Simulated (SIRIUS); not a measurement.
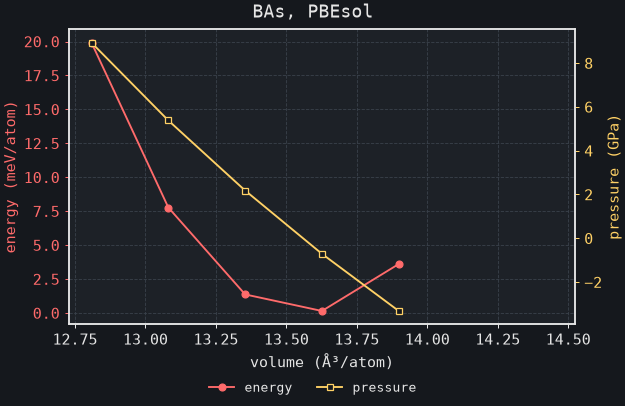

The picture above shows the energy and pressure against volume for BAs, space group F-43m (No. 216).

The given structure:
```
As B
1.0
     0.00000    2.38850    2.38850
     2.38850    0.00000    2.38850
     2.38850    2.38850    0.00000
As B
1 1
Direct
  0.75000 0.75000 0.75000
  0.00000 0.00000 0.00000
```

Computed with SIRIUS 7.10.0: plane-wave DFT, no spin polarisation; energies at scaled volumes of the given cell, shape and fractions fixed, counted from the fit's minimum, third-order Birch-Murnaghan fit. Level: PBEsol.

k mesh 10×10×10; occupations Fermi–Dirac; smearing width 0.05 eV; potentials dojo sr pbesol 0.4.1 standard; wave cutoff 1152 eV; density cutoff 4606 eV.

The points at volume 14.17 Å³/atom and 14.44 Å³/atom are left out of the plot. What values does the calculation give there?

| volume (Å³/atom) | energy (meV/atom) | pressure (GPa) |
| --- | --- | --- |
| 14.17 | 11.29 | −5.68 |
| 14.44 | 22.78 | −7.81 |
